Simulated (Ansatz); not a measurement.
```
CELL_PARAMETERS angstrom
3.43145 0.00000 0.00000
0.00000 3.43145 0.00000
0.00000 0.00000 3.43145
ATOMIC_POSITIONS crystal
Li 0.00000 0.00000 0.00000
Li 0.50000 0.50000 0.50000
```

Space group Im-3m; computed without spin polarisation.

All numbers below come from DFT PBEsol, scalar-relativistic, plane waves, PAW (Ansatz).

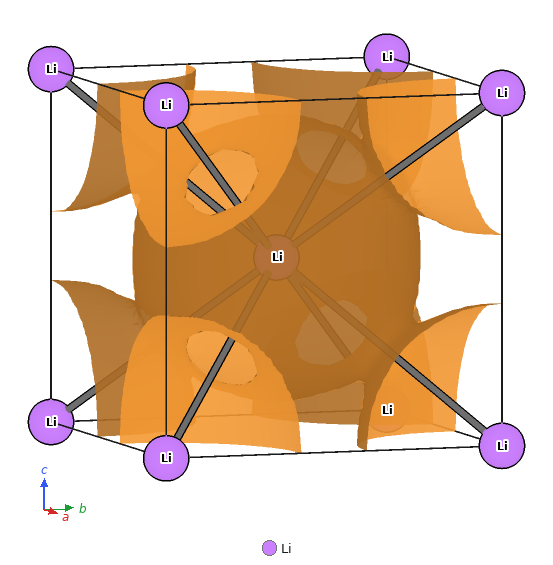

Li. Isosurface of the ELF at 0.55 (orange), seen slightly off an axis. Core shells and regions of very low density are left out. Sticks mark near contacts.

In a PAW calculation such maps are meaningful between the atoms, not at the nuclei.

### What do the ELF domains correspond to?

The ELF exceeds this value in one network that runs through the whole crystal, counted in one cell of 2 atoms. Any copies at cell faces, edges or corners count once. There are no localised bonds or lone pairs at this value. Profiles from the grid: Li–Li (2.97 Å): the ELF reaches about 0.50 near the midpoint.

### Does the calculation make it a metal, or give it a gap?

It is gapless in this calculation (a metal or semimetal).
